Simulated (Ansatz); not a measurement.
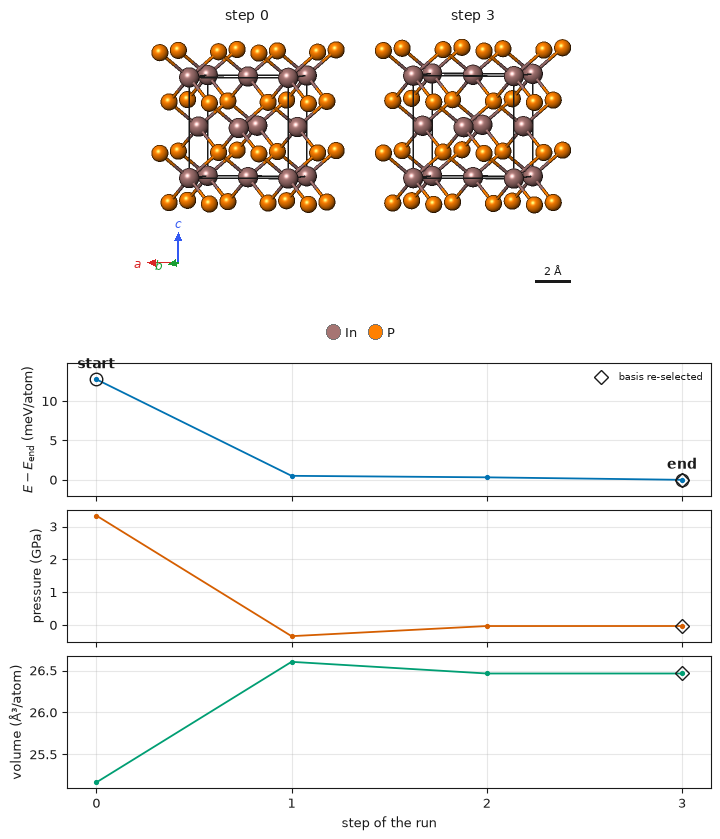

First and last geometry of a relaxation of a crystal of InP (set up in F-43m), with the history of the run. Style: ball-and-stick. Shown: the conventional cell (4 times the calculation's cell), from a free direction. Lengths and directions refer to the drawn axes.

Theory: Ansatz, DFT PBE, scalar-relativistic, plane waves, PAW. Settings: plane-wave cutoff 420 eV; k-point mesh 8 × 8 × 8; occupations gaussian; smearing width 0.02 eV; no spin polarisation; cell and atoms relaxed; force threshold 0.005 eV/Å; at most 80 steps.

Q: Did the run converge, and what did it change?

A: It converged. The energy falls by 12.8 meV per atom in 2 accepted moves (3 points after the start). All forces vanish by symmetry, so only the cell relaxes. Pressure: 3.34 GPa at the start and −0.03 GPa at the end. At 1 point the geometry stayed and the basis and grid were re-selected for the new cell (energy shift of 0.3 meV per atom at most each time). No atom moves by more than 0.005 Å relative to the cell. Cell: a = b = c 5.861 → 5.960 Å (+1.7 %). Volume +5.2 %. Near-neighbour distances that change, for instance: In–P 2.538 → 2.581 Å. The space group stays F-43m (No. 216). Cost: 26 s on 1 thread of Intel(R) Xeon(R) Processor @ 2.50GHz (Skylake/Cascade Lake), on a shared host, peak memory 0.36 GiB.

```tsv
step	E − E(0), meV/atom	pressure, GPa	volume, Å³/atom	note
0	0.00	3.34	25.167	
1	-12.26	-0.34	26.603	
2	-12.45	-0.03	26.464	
3	-12.77	-0.03	26.464	same geometry, new basis
```
